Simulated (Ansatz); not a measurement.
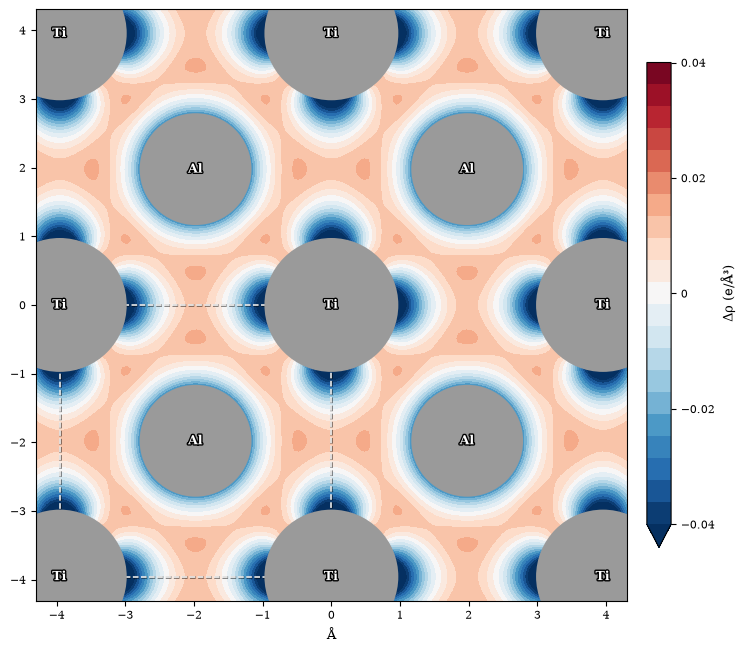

Figure 1: TiAl3. Deformation density (self-consistent density less superposed neutral spherical atoms): a map on the (100) plane of the conventional cell, with grey discs over the atomic cores. Cores are masked to 1.0 Å (Ti) and 0.8 Å (Al).

Space group Pm-3m. The cell comes from a database of computed structures, not from a measurement.

All numbers below come from DFT PBEsol, scalar-relativistic, plane waves, PAW in Ansatz 0.2.0.

Core electrons are frozen (PAW), so the fields are smoothed inside the atomic spheres.

Q: Where does charge go when the atoms form this crystal?

A: Al–Al (2.80 Å): Δρ is +0.02 e/Å³ at the midpoint (this contact isn't in the plane drawn).
Al–Ti (2.80 Å): Δρ is +0.013 e/Å³ at the midpoint.
Over the whole cell, outside the masked cores, the largest gain, 0.04 e/Å³, lies 1.7 Å from an aluminium nucleus and 1.9 Å from a titanium one, and the largest loss, 0.04 e/Å³, lies 1.1 Å from a titanium nucleus.
In all about 0.16 e an atom is rearranged against the free atoms.

Q: Does the calculation give a gap?

A: It is a metal at this level of theory.
